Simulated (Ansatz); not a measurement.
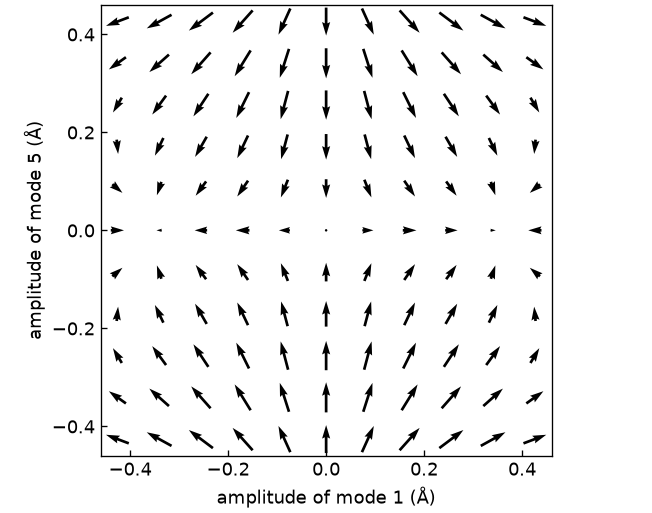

C (Cmme, No. 67; 4 atoms in the cell). 
- The energy is mapped over two normal modes frozen in (zone-centre modes of the 4-atom cell of this scan).
- First axis: amplitude of mode 1 (19i cm⁻¹), largest displacement. Second axis: amplitude of mode 5 (31 cm⁻¹), largest displacement.
- Nothing is relaxed (the cell and all other modes fixed).
- The scan uses an 11 × 11 grid; 36 points were computed and 85 follow by symmetry.
- Points are written as (first, second).
- Computed with Ansatz 0.2.0, DFT PBEsol, scalar-relativistic, plane waves, PAW. Settings: cutoff 520 eV, k-mesh 18×18×6 in the order of the run's cell vectors, gaussian smearing 0.15 eV, no spin polarisation.

Drawn: arrows along the force (downhill), their lengths compressed.

The arrows alone are given. Where are the wells?

Answer. The arrows converge at about (−0.356 Å, 0.000 Å); (0.341 Å, 0.000 Å) (read from the interpolated surface).

The energy map of the same scan:

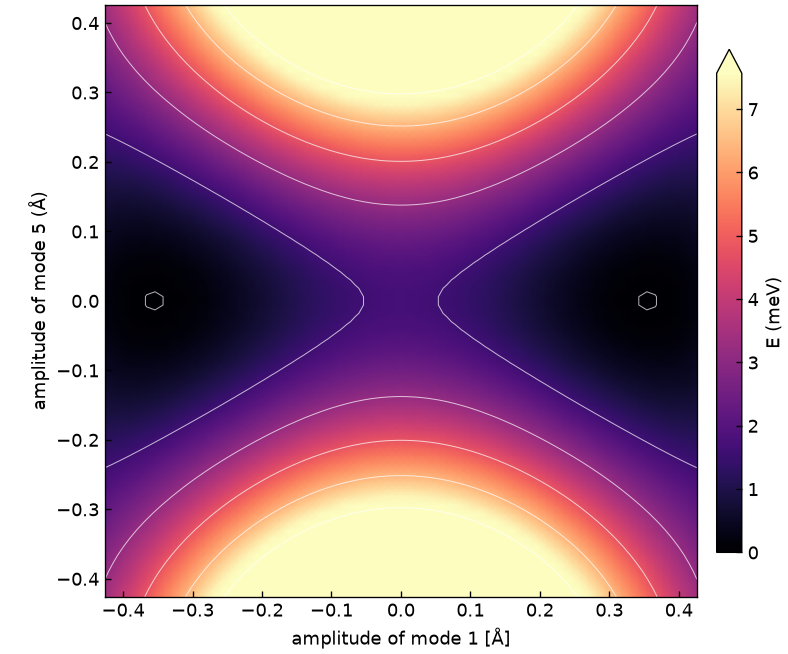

Energies are in meV, from the lowest grid point; between grid points the surface is interpolated.

PAW datasets: the set soft_1.
